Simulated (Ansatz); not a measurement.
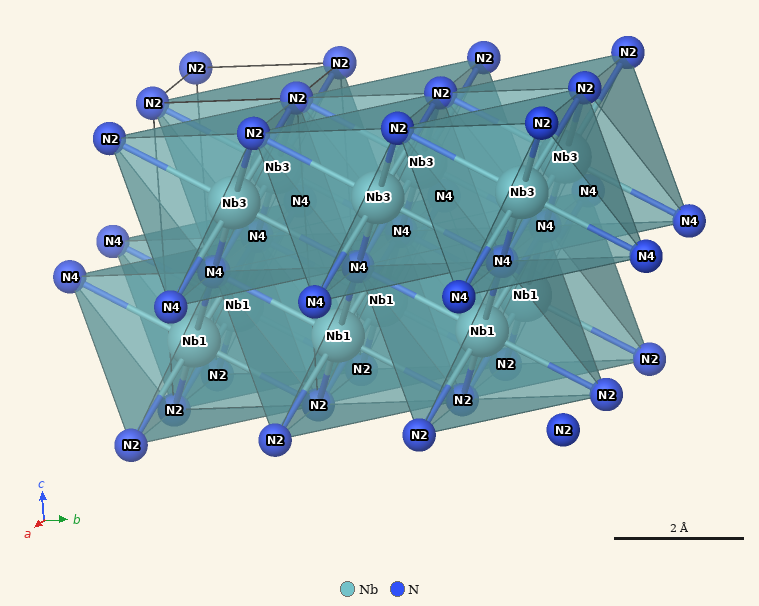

Fig. 1: The structure (polyhedral view of the reduced cell, repeated 2 × 3 × 1, seen slightly off an axis; polyhedra are completed across the faces of the cell; atoms are numbered from 1 in the order of the input).

# Two runs on NbN

System: NbN (4 atoms in the cell).
Method of the first run: DFT LDA+U+J, scalar-relativistic, plane waves, PAW, U = 4 eV, J = 0.5 eV on Nb atom 1 d; U = 4 eV, J = 0.5 eV on Nb atom 3 d, spin-polarised (Ansatz 0.2.0).

The structure derives from an entry of the Crystallography Open Database. Text and figures count atoms from 1; the logs count them from 0 in places.

## The input, the first run
```yaml
crystal:
  lattice:
    - [0.0, 2.19450073, 2.19450073]
    - [2.19450073, 0.0, 2.19450073]
    - [4.38900146, 4.38900146, 0.0]
  atoms:
    - { symbol: Nb, position: [0.5, 0.5, 0.25], spin: 2.0 }
    - { symbol: "N", position: [0.0, 0.0, 0.0] }
    - { symbol: Nb, position: [0.5, 0.5, 0.75], spin: 2.0 }
    - { symbol: "N", position: [0.0, 0.0, 0.5] }
basis:
  ecutwfc: 420
  ecutrho_ratio: 4
kpoints:
  mp_grid: { grid: [7, 7, 7] }
hamiltonian:
  xc: lda
  hubbard:
    sites:
      - { site: 0, l: d, u: 4.0, j: 0.5 }
      - { site: 2, l: d, u: 4.0, j: 0.5 }
scf:
  occupations: { method: gaussian, width: 0.05 }
  lower_state_search: "off"
  max_iter: 150
output:
  forces: true
  stress: true
  eigenvalues: true
  populations: true
  hubbard: { sites: [{ site: 0, l: d }, { site: 2, l: d }] }
magnetization:
  spin_polarized: true
```

Command:
```bash
ansatz run input.yaml --threads 2 --pin off --max-ram 3072MiB --backend cpu --events-out ev --progress --plain --runs-dir out
```

Hardware: 2 threads of AMD EPYC (Zen 5), 16 GiB of memory available, shared host.

## Output, shortened to warnings, some set-up lines, iterations and results (the first run)
```
Basis set: ecut = 420 eV, 821 PW (Γ)
Symmetry: 24 space group operations
k-points: 44 of 343
Initial density: superposition of atomic densities (chi_scale 0.1, normalization cell, long waves kept (reshape's long-wave potential 0.00 eV rms))
[...]
SCF iter   1: F=—  HF=-9629.890134 eV  |F-HF|=—  |Δ(HF+E_count)|=         —  Δρ=9.84e-2 (↑9.84e-2 ↓7.13e-2)  dr2=6.77e0  dr2_m=1.69e0  M=1.750 μB ∫|m|=1.976 μB  β_m=0.30  …
SCF iter   2: F=—  HF=-9629.215906 eV  |F-HF|=—  |Δ(HF+E_count)|=   6.74e-1  Δρ=6.81e-2 (↑6.81e-2 ↓4.86e-2)  dr2=2.07e0  dr2_m=9.76e-1  M=1.416 μB ∫|m|=1.672 μB  β_m=0.30  …
SCF iter   3: F=—  HF=-9629.034188 eV  |F-HF|=—  |Δ(HF+E_count)|=   1.82e-1  Δρ=4.17e-2 (↑4.17e-2 ↓3.87e-2)  dr2=2.02e-1  dr2_m=5.23e-1  M=1.251 μB ∫|m|=1.522 μB  β_m=0.30  …
SCF iter   4: F=—  HF=-9629.193407 eV  |F-HF|=—  |Δ(HF+E_count)|=   1.59e-1  Δρ=3.07e-2 (↑3.07e-2 ↓2.67e-2)  dr2=9.31e-2  dr2_m=3.04e-1  M=1.133 μB ∫|m|=1.360 μB  β_m=0.30  …
SCF iter   5: F=—  HF=-9629.296620 eV  |F-HF|=—  |Δ(HF+E_count)|=   1.03e-1  Δρ=2.22e-2 (↑2.15e-2 ↓2.22e-2)  dr2=7.55e-4  dr2_m=1.84e-1  M=0.999 μB ∫|m|=1.202 μB  β_m=0.30  …
[... 22 lines ...]
SCF iter  28: F=-9629.587272 eV  HF=-9629.587272 eV  |F-HF|=3.01e-8  |Δ(HF+E_count)|=   5.00e-7  Δρ=6.86e-6 (↑6.64e-6 ↓6.86e-6)  dr2=1.81e-9  dr2_m=1.72e-8  M=-0.039 μB …
SCF iter  29: F=-9629.587273 eV  HF=-9629.587273 eV  |F-HF|=6.46e-9  |Δ(HF+E_count)|=   3.03e-7  Δρ=3.32e-6 (↑3.32e-6 ↓3.27e-6)  dr2=1.17e-9  dr2_m=3.67e-9  M=-0.036 μB …
SCF iter  30: F=-9629.587273 eV  HF=-9629.587273 eV  |F-HF|=1.80e-9  |Δ(HF+E_count)|=   4.24e-8  Δρ=1.70e-6 (↑1.70e-6 ↓1.66e-6)  dr2=2.73e-10  dr2_m=9.34e-10  M=-0.035 μB …
SCF iter  31: F=-9629.587273 eV  HF=-9629.587273 eV  |F-HF|=9.09e-12  |Δ(HF+E_count)|=   1.57e-8  Δρ=1.27e-7 (↑1.27e-7 ↓1.24e-7)  dr2=2.51e-12  dr2_m=5.02e-12  M=-0.034 μB …
SCF 1 converged in 31 iterations: F = -9629.587273 eV  dr2 = 2.51e-12
SCF converged after 31 iterations
Magnetization: -0.0343 μB (17.9828 up, 18.0172 down)
Absolute magnetization: 0.0343 μB (∫|ρ↑−ρ↓|, with the PAW one-centre terms)
Spin contamination: 0.0004 ħ² per cell (⟨S²⟩ above its minimum at these occupations)
Per-site moments (μB) at R_I (Å): [(-0.008927406800146934, 0.9052315511250002), (-0.001177064222430998, 0.9052315511250002), (-0.008927406800146918, 0.9052315511250002), (-0.0011770642224310064, 0.9052315511250002)]
Free energy (F): -9629.587273 eV
Harris-Foulkes:  -9629.587273 eV  (|F-HF|=9.09e-12)
Internal energy: -9629.584035 eV  (E = F + TS)
E sigma→0 (E₀):  -9629.585654 eV
Entropy (-TS):   -0.003238 eV (-0.809 meV/atom)
Fermi energy:    20.452292 eV
--- Per-component energies (eV) ---
  E_band       = -23.992720
  E_kinetic    = 1057.788177
  E_local      = -1450.539626  (includes V_loc(G=0)·N_el)
  E_nonlocal   = 338.743284
  E_hartree    = 434.670212
  E_xc         = -471.313343
  E_vxc        = -581.895248  (∫ρ·V_xc dr)
  E_hubbard    = 8.172538  (on-site DFT+U / exact-exchange correction)
  E_vhub       = 2.657912  (the Hubbard potential's part of the band-sum identity)
  E_paw        = -6165.141287  (= ΣΔE_a)
  E_vpaw       = -260.087835  (= ΣTr[D̂ρ^β])
  E_aug_tail   = 0.000189  (compensation charges beyond the density's cutoff)
  E_ewald      = -3382.975656
  E_core_change = 1.011477  (= ΣΔE_core)
  E_smearing   = -0.003238  (= −TS)
  E_closure    = 0.000000  (closes the sum)
  Σ components = -9629.587273   (vs F -9629.587273, Δ=0.00e0)
--- DFT+U+J on-site energies (Liechtenstein; fll double counting; per corrected site; eV) ---
  site 0 (l=d): U=4.0000  J=0.5000  Tr N=3.9106  E_int=25.916908  E_dc=21.830639  E_U=4.086269
  site 2 (l=d): U=4.0000  J=0.5000  Tr N=3.9106  E_int=25.916908  E_dc=21.830639  E_U=4.086269
--- Forces (eV/Å), atoms counted from 1 ---
  atom   1  Nb     0.00000000     0.00000000     0.00000000
  atom   2  N      0.00000000    -0.00000000    -0.00000000
  atom   3  Nb     0.00000000     0.00000000     0.00000000
  atom   4  N      0.00000000    -0.00000000    -0.00000000
  max |Σ_I F_I| component: 5.13e-30 eV/Å
--- Stress (GPa, compression-positive) ---
       -5.268424      -0.296623       0.296623
       -0.296623      -5.268424       0.296623
        0.296623       0.296623      -5.268424
  P = ⅓ Tr σ = -5.2684 GPa (-52.684 kbar)
Occupation matrices written to [file]
--- Löwdin populations: 4 sites ---
  site symbol       q [e]    m [muB]
     0     Nb     12.2804    -0.0159
     1      N      5.6501    -0.0010
     2     Nb     12.2804    -0.0159
     3      N      5.6501    -0.0010
  spilling = 0.003861 (of n_electrons = 36.000000)
[...]
```

The input of the second run differs as follows (lines with − go, lines with + come):
```diff
-    - { symbol: Nb, position: [0.5, 0.5, 0.75], spin: 2.0 }
+    - { symbol: Nb, position: [0.5, 0.5, 0.75], spin: -1.0 }
+  spin_locking: { lock_spins: true }
```

What does this change do to the results?

The total moment is fixed by the input in the second run, so the state need not be the lowest. With the same functional and potentials, the second run lies 1086.4 meV per atom higher. The net moment of the cell goes from −0.03 to 1.29 μB. The pressure goes from −5.27 to 25.22 GPa. The largest force goes from 0.000 to 2.496 eV/Å.

## Output, shortened to warnings, some set-up lines, iterations and results (the second run)
```
Warning: output.stress: scf.convergence.dr2_threshold = 1e-7 eV (the SCF's general default) is looser than the 4e-10 eV advised for a printed stress (1e-10 eV for each atom of the cell: 4). What an SCF threshold leaves in a stress goes as its square root, and in the free energy as the threshold itself, and one threshold admits the most on a small cell: of the crystals measured, under no hybrid …
Warning: output.stress: the lock of the moments that magnetization.spin_locking holds to the close lets an SCF meet its threshold on dr2 anywhere within the lock's freeze window, and the stress can move with the moments there: no threshold on dr2 bounds that. The window is the square root of the freeze energy over magnetization.spin_locking.lambda. Set magnetization.spin_locking.freeze_energy_tol …
Basis set: ecut = 420 eV, 821 PW (Γ)
Symmetry: 12 space group operations
k-points: 44 of 343
Initial density: superposition of atomic densities (chi_scale 0.1, normalization cell, long waves kept (reshape's long-wave potential 0.00 eV rms))
[...]
SCF iter   1: F=-9624.571109 eV  HF=-9629.726216 eV  |F-HF|=5.16e0  |Δ(HF+E_count)|=         —  Δρ=6.73e-2 (↑6.73e-2 ↓6.54e-2)  dr2=6.60e0  dr2_m=5.55e-1  M=0.468 μB …
SCF iter   2: F=-9627.629871 eV  HF=-9628.926945 eV  |F-HF|=1.30e0  |Δ(HF+E_count)|=   7.99e-1  Δρ=3.89e-2 (↑3.89e-2 ↓3.86e-2)  dr2=1.94e0  dr2_m=2.25e-1  M=0.457 μB …
SCF iter   3: F=-9629.035016 eV  HF=-9629.005680 eV  |F-HF|=2.93e-2  |Δ(HF+E_count)|=   7.87e-2  Δρ=1.51e-2 (↑1.51e-2 ↓1.32e-2)  dr2=9.85e-2  dr2_m=2.74e-2  M=0.448 μB …
SCF iter   4: F=-9628.910325 eV  HF=-9628.917543 eV  |F-HF|=7.22e-3  |Δ(HF+E_count)|=   8.81e-2  Δρ=3.12e-3 (↑3.12e-3 ↓2.67e-3)  dr2=1.29e-2  dr2_m=1.37e-3  M=0.375 μB …
SCF iter   5: F=-9628.937981 eV  HF=-9628.939820 eV  |F-HF|=1.84e-3  |Δ(HF+E_count)|=   2.23e-2  Δρ=2.22e-3 (↑2.22e-3 ↓1.20e-3)  dr2=3.87e-3  dr2_m=7.47e-4  M=0.436 μB …
[... 22 lines ...]
SCF iter  28: F=-9625.241687 eV  HF=-9625.241693 eV  |F-HF|=6.46e-6  |Δ(HF+E_count)|=   5.94e-4  Δρ=1.09e-4 (↑4.89e-5 ↓1.09e-4)  dr2=1.11e-5  dr2_m=1.20e-6  M=1.293 μB …
SCF iter  29: F=-9625.241980 eV  HF=-9625.241980 eV  |F-HF|=9.81e-8  |Δ(HF+E_count)|=   2.87e-4  Δρ=2.66e-5 (↑1.89e-5 ↓2.66e-5)  dr2=5.57e-7  dr2_m=7.96e-8  M=1.292 μB …
SCF iter  30: F=-9625.241795 eV  HF=-9625.241795 eV  |F-HF|=5.14e-8  |Δ(HF+E_count)|=   1.85e-4  Δρ=6.38e-6 (↑6.38e-6 ↓4.07e-6)  dr2=6.97e-8  dr2_m=4.81e-9  M=1.291 μB …
SCF iter  31: F=-9625.241815 eV  HF=-9625.241815 eV  |F-HF|=1.20e-9  |Δ(HF+E_count)|=   2.06e-5  Δρ=1.27e-6 (↑1.07e-6 ↓1.27e-6)  dr2=2.28e-9  dr2_m=2.36e-10  M=1.291 μB …
SCF 1 converged in 31 iterations: F = -9625.241815 eV  dr2 = 2.28e-9
this state was not tested for a lower state beside it, because a magnetisation constraint still acts at the end of the SCF (magnetization_constraint; see scf.lower_state_search)
SCF converged after 31 iterations
Magnetization: 1.2914 μB (18.6457 up, 17.3543 down)
Absolute magnetization: 4.8188 μB (∫|ρ↑−ρ↓|, with the PAW one-centre terms)
Spin contamination: 1.5570 ħ² per cell (⟨S²⟩ above its minimum at these occupations)
Per-site moments (μB) at R_I (Å): [(1.9940384115586487, 0.9052315511250002), (-0.03392322417992282, 0.9052315511250002), (-0.994356071636147, 0.9052315511250002), (-0.03392322417992286, 0.9052315511250002)]
--- Magnetisation constraints (ε_frz = 1.0e-4 eV) ---
  site  kind      target   achieved (μB)  |Δ|max (μB)  g (eV/μB)  λ_eff  esc  ok   flags
  0     per_site  +2.0000  +1.9940        5.96e-3      -6.53e0    1.000  0    yes
  2     per_site  -1.0000  -0.9944        5.64e-3      +1.78e0    1.000  0    yes
Free energy (F): -9625.241815 eV
Harris-Foulkes:  -9625.241815 eV  (|F-HF|=1.20e-9)
Internal energy: -9625.238991 eV  (E = F + TS)
E sigma→0 (E₀):  -9625.240403 eV
Entropy (-TS):   -0.002824 eV (-0.706 meV/atom)
Fermi energy:    18.709276 eV
--- Per-component energies (eV) ---
  E_band       = -16.540742
  E_kinetic    = 1073.181423
  E_local      = -1490.725773  (includes V_loc(G=0)·N_el)
  E_nonlocal   = 355.568991
  E_hartree    = 457.104178
  E_xc         = -472.445705
  E_vxc        = -583.592702  (∫ρ·V_xc dr)
  E_hubbard    = 5.615966  (on-site DFT+U / exact-exchange correction)
  E_vhub       = -2.569489  (the Hubbard potential's part of the band-sum identity)
  E_paw        = -6171.574117  (= ΣΔE_a)
  E_vpaw       = -267.808523  (= ΣTr[D̂ρ^β])
  E_aug_tail   = 0.000187  (compensation charges beyond the density's cutoff)
  E_constr_dc  = -14.803565  (∫m·b dr)
  E_ewald      = -3382.975656
  E_core_change = 1.011477  (= ΣΔE_core)
  E_smearing   = -0.002824  (= −TS)
  E_closure    = 0.000037  (closes the sum)
  E_penalty    = 0.048918  (constraint; not in F)
  Σ components = -9625.241815   (vs F -9625.241815, Δ=0.00e0)
--- DFT+U+J on-site energies (Liechtenstein; fll double counting; per corrected site; eV) ---
  site 0 (l=d): U=4.0000  J=0.5000  Tr N=4.1495  E_int=26.074214  E_dc=23.925869  E_U=2.148345
  site 2 (l=d): U=4.0000  J=0.5000  Tr N=3.7370  E_int=22.778423  E_dc=19.310802  E_U=3.467621
--- Forces (eV/Å), atoms counted from 1 ---
  atom   1  Nb     0.00000000     0.00000000    -0.00000000
  atom   2  N     -1.44127979    -1.44127979     1.44127979
  atom   3  Nb    -0.00000000     0.00000000     0.00000000
  atom   4  N      1.44127979     1.44127979    -1.44127979
  max |Σ_I F_I| component: 0.00e0 eV/Å
--- Stress (GPa, compression-positive) ---
[...]
```

## The two runs side by side

```csv
quantity,the first run,the second run
outcome,converged,converged
free energy per atom (eV),−2407.3968,−2406.3105
"energy per atom, smearing taken to zero (eV)",−2407.3964,−2406.3101
gap on the mesh (eV),0.00,0.00
net moment of the cell (μB),−0.03,1.29
absolute moment of the cell (μB),0.03,4.82
pressure (GPa),−5.27,25.22
largest force (eV/Å),0.000,2.496
SCF iterations,31,–
irreducible k-points,44,44
plane waves at Γ,821,821
wall time (shared host),3.7 s,3.9 s
```

For the first run: The cell is under a tension of 5.3 GPa at this level, so it is not at its equilibrium volume. For the second run: Warnings: the state was not tested for a lower one; the SCF threshold is looser than advised for the printed stress. The cell is under a pressure of 25 GPa at this level, so it is not at its equilibrium volume.
